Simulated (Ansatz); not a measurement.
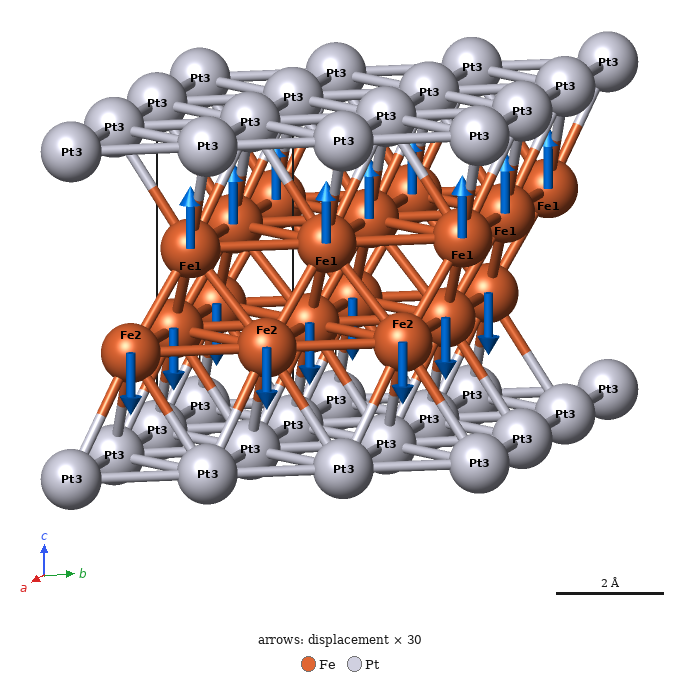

This is a relaxation of crystalline Fe2Pt (set up in P-3m1) (coarse preliminary run). The starting structure is drawn; blue arrows show the displacements (the part carried along by the change of the cell is left out), magnified 30 times.

The picture is a ball-and-stick view of the cell of the calculation, repeated 3 × 3 × 1 with one cell outlined, seen slightly off an axis.

Theory: Ansatz 0.2.0, DFT PBE, scalar-relativistic, plane waves, PAW. Set-up: plane-wave cutoff 420 eV; k-point mesh 12 × 12 × 4; occupations gaussian; smearing width 0.1 eV; collinear spin; cell and atoms relaxed; force threshold 0.05 eV/Å; at most 80 steps.

Atoms of which element are displaced furthest, and by how much?

Iron: up to 0.040 Å, against 0.000 Å for platinum.

What did the optimiser do to the structure, and how much energy did it gain?

The largest moves relative to the cell, 0.040 Å, are those of Fe1 and Fe2. Fe2 goes along −c. Pt stays in place. The drawn cell changes as follows: a = b 2.618 → 2.761 Å (+5.5 %), c 6.277 → 6.185 Å (−1.5 %); the volume changes by +9.6 %. Among the contacts that change: Fe1–Fe1 2.618 → 2.761 Å, Pt3–Pt3 2.618 → 2.761 Å, Fe1–Fe2 2.361 → 2.455 Å, Fe1–Pt3 2.695 → 2.683 Å. The space group stays P-3m1 (No. 164). After 4 accepted moves (5 points after the start) the energy has fallen by 109 meV per atom. The largest force component goes from 0.8 to 0.0053 eV/Å. The pressure goes from 21.65 to 0.33 GPa. At 1 point the geometry stayed and the basis and grid were re-selected for the new cell (energy shift of 1.4 meV per atom at most each time).
